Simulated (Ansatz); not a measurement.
Run report: HfS5, geometry relaxation (part 2 of 2)

Continued. System: HfS5 (P6/mmm, 6 atoms in the cell). Method: DFT PBE, scalar-relativistic, plane waves, PAW, no spin polarisation (Ansatz 0.2.0); cutoff 420 eV, 12×12×6 k-mesh, Gaussian smearing of 0.1 eV. The structure was made by a generator, so it may or may not be a known phase.

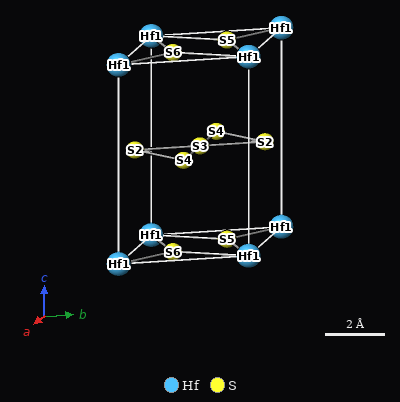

Figure 1. The geometry at step 3 of the log (ball-and-stick view of the cell of the calculation, seen slightly off an axis; atoms are numbered from 1 in the order of the input).

Output, continued:
```
--- Per-component energies (eV) ---
  E_band       = -270.550857
  E_kinetic    = 947.654470
  E_local      = -8551.899472  (includes V_loc(G=0)·N_el)
  E_nonlocal   = -1100.345197
  E_hartree    = 3863.441638
  E_xc         = -781.355508
  E_vxc        = -697.990878  (∫ρ·V_xc dr)
  E_paw        = -9925.683170  (= ΣΔE_a)
  E_vpaw       = 1405.146746  (= ΣTr[D̂ρ^β])
  E_aug_tail   = 0.000007  (compensation charges beyond the density's cutoff)
  E_ewald      = -4682.265460
  E_smearing   = -0.031482  (= −TS)
  E_closure    = 0.000000  (closes the sum)
  Σ components = -20230.484172   (vs F -20230.484172, Δ=0.00e0)
--- Forces (eV/Å), atoms counted from 1 ---
  atom   1  Hf     0.00000000    -0.00000000     0.00000000
  atom   2  S      0.00000000    -0.00000000     0.00000000
  atom   3  S     -0.00000000     0.00000000     0.00000000
  atom   4  S     -0.00000000     0.00000000     0.00000000
  atom   5  S     -0.00000000    -0.00000000     0.00000000
  atom   6  S     -0.00000000     0.00000000     0.00000000
  max |Σ_I F_I| component: 1.39e-17 eV/Å
--- Stress (GPa, compression-positive) ---
       -0.000503       0.000000       0.000000
        0.000000      -0.000503       0.000000
        0.000000       0.000000       0.004720
  P = ⅓ Tr σ = 0.0012 GPa (0.012 kbar)
--- Band table (eV; the first three rows and the last of 76) ---
  k-point 0: bands = ["-55.6273", "-24.6286", "-23.9808", "-23.9808", "-8.9116", "-6.3916", "-5.7264", "-5.6935", "-5.6935", "-5.5865", "-5.5865", "-5.4471", "-5.4033", "-2.4016", "-2.4016", "-2.2705", "-1.2239", "2.2798", "2.2876", "2.2876", "2.4769", "2.4769", "5.4657", "7.0817", "7.0817", "7.6773", "7.8168", "7.8168", "7.8838", "8.8458", "8.8458", "11.4560", "12.4265", "12.6101"]
  k-point 1: bands = ["-55.6273", "-24.6286", "-23.9808", "-23.9808", "-8.9093", "-6.3984", "-5.7264", "-5.6935", "-5.6935", "-5.5865", "-5.5865", "-5.4471", "-5.4033", "-2.4010", "-2.4010", "-2.2666", "-1.2303", "2.2820", "2.2820", "2.3895", "2.4763", "2.4763", "5.1814", "7.0746", "7.0746", "7.7067", "7.8435", "7.8435", "8.1043", "8.8695", "8.8695", "11.3091", "12.3421", "12.6101"]
  k-point 2: bands = ["-55.6273", "-24.6286", "-23.9808", "-23.9808", "-8.9047", "-6.4121", "-5.7264", "-5.6935", "-5.6935", "-5.5865", "-5.5865", "-5.4471", "-5.4033", "-2.3998", "-2.3998", "-2.2585", "-1.2432", "2.2709", "2.2709", "2.4752", "2.4752", "2.6653", "4.6297", "7.0610", "7.0610", "7.7673", "7.8980", "7.8980", "8.5114", "8.9172", "8.9172", "10.9229", "12.2129", "12.6102"]
  k-point 75: bands = ["-55.6272", "-24.6276", "-23.9940", "-23.9940", "-6.9928", "-6.9928", "-5.7247", "-5.7163", "-5.7163", "-5.5863", "-5.5863", "-5.4156", "-5.4084", "-4.6175", "-4.6175", "-3.3962", "1.3822", "3.4518", "3.4518", "4.7173", "4.7173", "4.9765", "5.2632", "5.2632", "5.5303", "5.5303", "6.9307", "9.0369", "9.4674", "9.4674", "9.5584", "9.5731", "10.1316", "10.1316"]
--- Relaxed structure (3 steps of the walk, 3 accepted, 1 SCFs on fresh bases) ---
  F+E_penalty+E_count = -20230.48417227 eV   max|allowed force component| = 1.927e-17 eV/Å   (the final SCF, on the basis selected at the relaxed cell)
  cell:  # Å, volume = 130.6215 Å³
    - [4.641531915465241, 2.8348467448205848e-33, 0.0]
    - [-2.3207659577326205, 4.019684551269145, 0.0]
    - [0.0, 0.0, 7.001018806204984]
  atoms:
    - { symbol: Hf, position: [-5.966543807395347e-35, 2.855728998708562e-34, 0.0] }
    - { symbol: S, position: [0.5, 3.3338975752365077e-34, 0.49999999999999994] }
    - { symbol: S, position: [0.5, 0.49999999999999994, 0.49999999999999994] }
    - { symbol: S, position: [-2.7755575615628914e-17, 0.49999999999999994, 0.49999999999999994] }
    - { symbol: S, position: [0.33333333333333326, 0.6666666666666666, 0.0] }
    - { symbol: S, position: [0.6666666666666667, 0.33333333333333326, 0.0] }
```

Trajectory as extended XYZ (Å, eV, eV/Å), 4 frames, from step=1 to step=4:
```
6
Lattice="4.6508 0.0000 0.0000 -2.3254 4.0277 0.0000 0.0000 0.0000 6.8975" Properties=species:S:1:pos:R:3:forces:R:3 step=1 energy=-20230.48060 pressure_GPa=-0.28
Hf    0.0000    0.0000    0.0000    0.0000   0.0000   0.0000
S     2.3254    0.0000    3.4487    0.0000   0.0000   0.0000
S     1.1627    2.0139    3.4487    0.0000   0.0000   0.0000
S    -1.1627    2.0139    3.4487    0.0000   0.0000   0.0000
S     0.0000    2.6851    0.0000    0.0000   0.0000   0.0000
S     2.3254    1.3426    0.0000    0.0000   0.0000   0.0000
6
Lattice="4.6429 0.0000 0.0000 -2.3215 4.0209 0.0000 0.0000 0.0000 6.9910" Properties=species:S:1:pos:R:3:forces:R:3 step=2 energy=-20230.48403 pressure_GPa=-0.05
Hf    0.0000    0.0000    0.0000    0.0000   0.0000   0.0000
S     2.3215    0.0000    3.4955    0.0000   0.0000   0.0000
S     1.1607    2.0104    3.4955    0.0000   0.0000   0.0000
S    -1.1607    2.0104    3.4955    0.0000   0.0000   0.0000
S     0.0000    2.6806    0.0000    0.0000   0.0000   0.0000
S     2.3215    1.3403    0.0000    0.0000   0.0000   0.0000
6
Lattice="4.6415 0.0000 0.0000 -2.3208 4.0197 0.0000 0.0000 0.0000 7.0010" Properties=species:S:1:pos:R:3:forces:R:3 step=3 energy=-20230.48408 pressure_GPa=0.00
Hf    0.0000    0.0000    0.0000    0.0000   0.0000   0.0000
S     2.3208    0.0000    3.5005    0.0000   0.0000   0.0000
S     1.1604    2.0098    3.5005    0.0000   0.0000   0.0000
S    -1.1604    2.0098    3.5005    0.0000   0.0000   0.0000
S     0.0000    2.6798    0.0000    0.0000   0.0000   0.0000
S     2.3208    1.3399    0.0000    0.0000   0.0000   0.0000
6
Lattice="4.6415 0.0000 0.0000 -2.3208 4.0197 0.0000 0.0000 0.0000 7.0010" Properties=species:S:1:pos:R:3:forces:R:3 step=4 energy=-20230.48417 pressure_GPa=0.00
Hf    0.0000    0.0000    0.0000    0.0000   0.0000   0.0000
S     2.3208    0.0000    3.5005    0.0000   0.0000   0.0000
S     1.1604    2.0098    3.5005    0.0000   0.0000   0.0000
S    -1.1604    2.0098    3.5005    0.0000   0.0000   0.0000
S     0.0000    2.6798    0.0000    0.0000   0.0000   0.0000
S     2.3208    1.3399    0.0000    0.0000   0.0000   0.0000
```

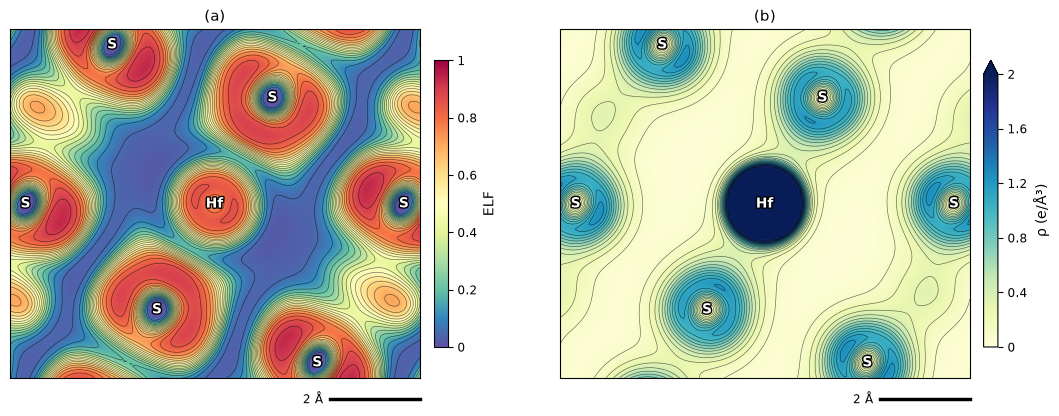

Figure 2. (a) ELF; (b) valence electron density on the (111) plane of the conventional cell. Hf–S (2.68 Å): the density is about 0.37 e/Å³ at the midpoint; the ELF is about 0.40 at the midpoint (no shared pair; the contact is polar). Away from the nuclei the density in this plane falls to 0.02 e/Å³ at its lowest. The strong features right at Hf lie inside the PAW spheres (semicore, d or f shells) and say nothing about bonding. The fields are those of the smooth PAW valence density.

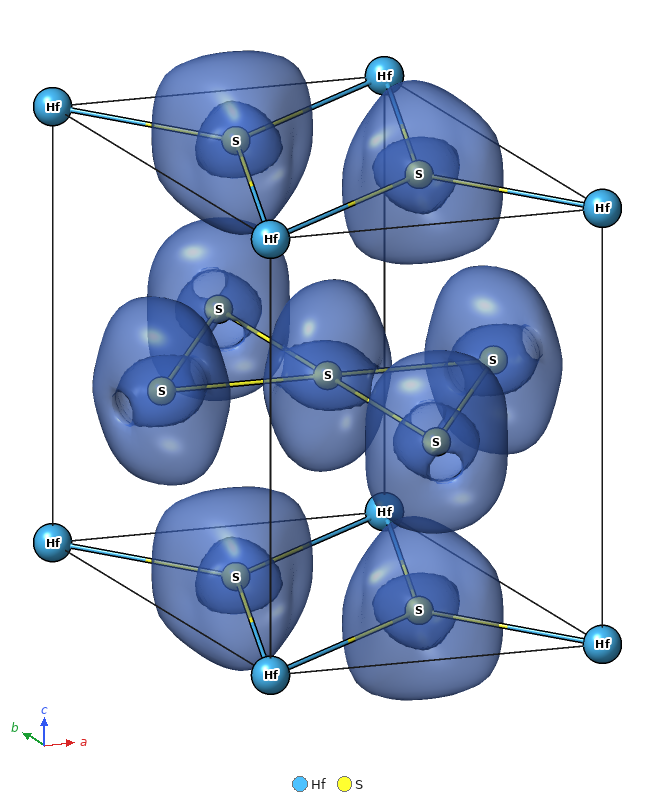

Figure 3. Isosurface of the electron localisation function at 0.7 (blue), seen at an oblique angle. Core shells and regions of very low density are left out. Sticks mark near contacts. The outline is the cell set on symmetry axes. Profiles from the grid: S–S (2.32 Å): the ELF peaks at about 0.75 between the atoms. Hf–S (2.68 Å): the ELF is about 0.40 at the midpoint (no shared pair; the contact is polar).

This output came from the following input.

Input:
```yaml
crystal:
  lattice:
    - [4.6508123972, 0.0, 0.0]
    - [-2.3254061986, 4.0277216842, 0.0]
    - [0.0, 0.0, 6.8974861716]
  atoms:
    - { symbol: Hf, position: [0.0, 0.0, 0.0] }
    - { symbol: S, position: [0.5, 0.0, 0.5] }
    - { symbol: S, position: [0.5, 0.5, 0.5] }
    - { symbol: S, position: [0.0, 0.5, 0.5] }
    - { symbol: S, position: [0.3333333333, 0.6666666667, 0.0] }
    - { symbol: S, position: [0.6666666667, 0.3333333333, 0.0] }
basis:
  ecutwfc: 420
kpoints:
  mp_grid: { grid: [12, 12, 6] }
hamiltonian:
  xc: pbe
scf:
  occupations: { method: gaussian, width: 0.1 }
output:
  forces: true
  stress: true
  eigenvalues: true
  write_density: true
  write_potential: true
  elf: true
  volumetric_format: npy
relax:
  adjacent_minimum: "off"
  f_tol: 0.01
  max_steps: 80
  cell: { stress_tol: 0.05 }
```

Launched with:
```bash
ansatz run input.yaml --threads 1 --pin off --max-ram 2560MiB --backend cpu --events-out ev --progress --plain --runs-dir out
```

Results in brief:

| quantity | value |
| --- | --- |
| outcome | converged |
| space group (tolerance 0.01 Å) | P6/mmm (191) |
| electrons treated | 56 |
| free energy | −20230.4842 eV |
| Fermi energy | 7.861 eV |
| gap on the k-point mesh | none (metallic) |
| pressure | 0.00 GPa |
| final volume | 130.62 Å³ |
| largest force (length of the vector) at the end | under 0.001 eV/Å |
| final cell | a = 4.642 Å, b = 4.642 Å, c = 7.001 Å, α = 90.00°, β = 90.00°, γ = 120.00° |
| hardware | 1 thread of Intel Xeon @ 2.50GHz (Skylake/Cascade Lake), 189 GiB of memory available, shared host |
| wall time | 2.7 min |
| peak memory | 0.59 GiB |

Notes:

Spin–orbit coupling is left out, which matters for Hf.
